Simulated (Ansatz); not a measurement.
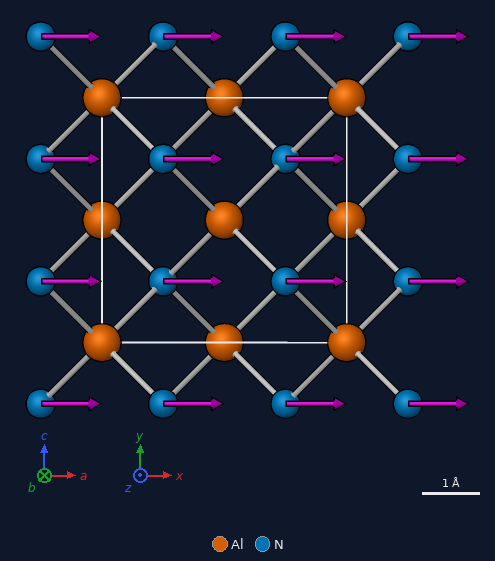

Energy scan for crystalline AlN (F-43m), in which the whole N sublattice is shifted rigidly, along Cartesian [1 0 0], all else fixed. The picture shows the reference cell. The purple arrows give the direction of positive displacement. A ball-and-stick model of the conventional cell (4 times the calculation's cell), seen along the b axis. Lengths and directions refer to the drawn axes.

Level of theory: DFT r2SCAN, scalar-relativistic, plane waves, PAW (Ansatz 0.2.0). Settings: plane-wave cutoff 500 eV; k-point mesh 10 × 10 × 10; occupations gaussian; smearing width 0.05 eV; no spin polarisation. Energies (free energies at the smearing named) are counted from the relaxed crystal.

```
CELL_PARAMETERS angstrom
0.00000 2.18490 2.18490
2.18490 0.00000 2.18490
2.18490 2.18490 0.00000
ATOMIC_POSITIONS crystal
Al 0.00000 0.00000 0.00000
N 0.75000 0.75000 0.75000
```

Give the energy at each point (the displacement: −0.5000, −0.3750, −0.2500, −0.1250, 0.0000, 0.0625, 0.1250, 0.1875, 0.2500, 0.3125, 0.3750, 0.4375, 0.5000 Å).

Answer.
| displacement (Å) | ΔE (meV/cell) |
| --- | --- |
| −0.5000 | 1634 |
| −0.3750 | 976 |
| −0.2500 | 452 |
| −0.1250 | 116 |
| 0.0000 | 0 |
| 0.0625 | 29 |
| 0.1250 | 116 |
| 0.1875 | 258 |
| 0.2500 | 452 |
| 0.3125 | 694 |
| 0.3750 | 976 |
| 0.4375 | 1292 |
| 0.5000 | 1634 |

Points that are alike by symmetry were computed once.

The lowest computed point lies at the displacement 0.00 Å (0 meV/cell). The curvature at zero is about 15 eV/Å² per cell. The well is symmetric. At the highest point the shortest interatomic distance is 1.66 Å, against 1.89 Å in the reference. The distortion takes the space group from F-43m to Imm2.
